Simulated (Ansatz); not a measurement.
The calculation's input:

```
crystal:
  lattice:
    - [0.0, 5.43, 5.43]
    - [5.43, 0.0, 5.43]
    - [5.43, 5.43, 0.0]
  atoms:
    - { symbol: Si, position: [0.0, 0.0, 0.0] }
    - { symbol: Si, position: [0.125, 0.125, 0.125] }
    - { symbol: Si, position: [0.0, 0.0, 0.5] }
    - { symbol: Si, position: [0.125, 0.125, 0.625] }
    - { symbol: Si, position: [0.0, 0.5, 0.0] }
    - { symbol: Si, position: [0.125, 0.625, 0.125] }
    - { symbol: Si, position: [0.0, 0.5, 0.5] }
    - { symbol: Si, position: [0.125, 0.625, 0.625] }
    - { symbol: Si, position: [0.5, 0.0, 0.0] }
    - { symbol: Si, position: [0.625, 0.125, 0.125] }
    - { symbol: Si, position: [0.5, 0.0, 0.5] }
    - { symbol: Si, position: [0.625, 0.125, 0.625] }
    - { symbol: Si, position: [0.5, 0.5, 0.0] }
    - { symbol: Si, position: [0.625, 0.625, 0.125] }
    - { symbol: Si, position: [0.5, 0.5, 0.5] }
    - { symbol: Si, position: [0.625, 0.625, 0.625] }
    - { symbol: O, position: [0.2504041, 0.7472729, 0.7516533], spin: 1.0 }
magnetization:
  spin_polarized: true
basis:
  ecutwfc: 420.0
kpoints:
  mp_grid: { grid: [2, 2, 2] }
hamiltonian:
  xc: pbe
  pseudopotentials: { kind: paw, azcp: { folder: soft_1 } }
scf:
  occupations: { method: fermi_dirac, width: 0.02 }
  lower_state_search: "off"
relax:
  f_tol: 0.08
  max_steps: 25
  adjacent_minimum: "off"
output:
  write_density: true
  write_potential: true
  elf: true
  volumetric_format: npy
```

Launched as:

```sh
ansatz run input.yaml --threads 1 --pin off --max-ram 3072MiB --backend cpu --events-out ev --progress --plain --runs-dir out
```

The fields are those of the run's last geometry, not of the input's.

The SCF solution may not be the lowest one; PAW files of the earlier set (soft_1); the program warned that a starting moment wasn't kept; spin-polarised, but the moments vanished.

Theory: Ansatz, DFT PBE, scalar-relativistic, plane waves, PAW.

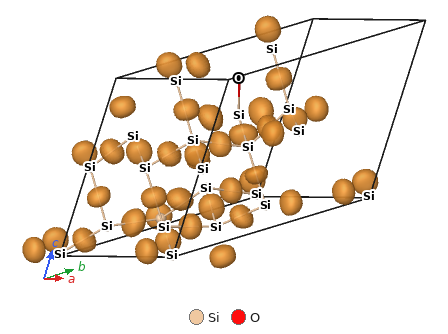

Si16O (cell with a defect). Isosurface of the electron localisation function at 0.9 (orange), seen at an oblique angle. Core shells and regions of very low density are left out. Sticks mark near contacts.

In a PAW calculation such maps are meaningful between the atoms, not at the nuclei.

### What do the ELF domains correspond to?

The ELF exceeds this value in 31 regions between bonded Si–Si atoms (shared pairs), counted in one cell of 17 atoms. Any copies at cell faces, edges or corners count once. Profiles from the grid: Si–O (1.66 Å): the ELF peaks at about 0.85 between the atoms: a polar covalent bond. Si–Si (2.31 Å): the ELF peaks at about 0.95 between the atoms (localised, covalent bonding).
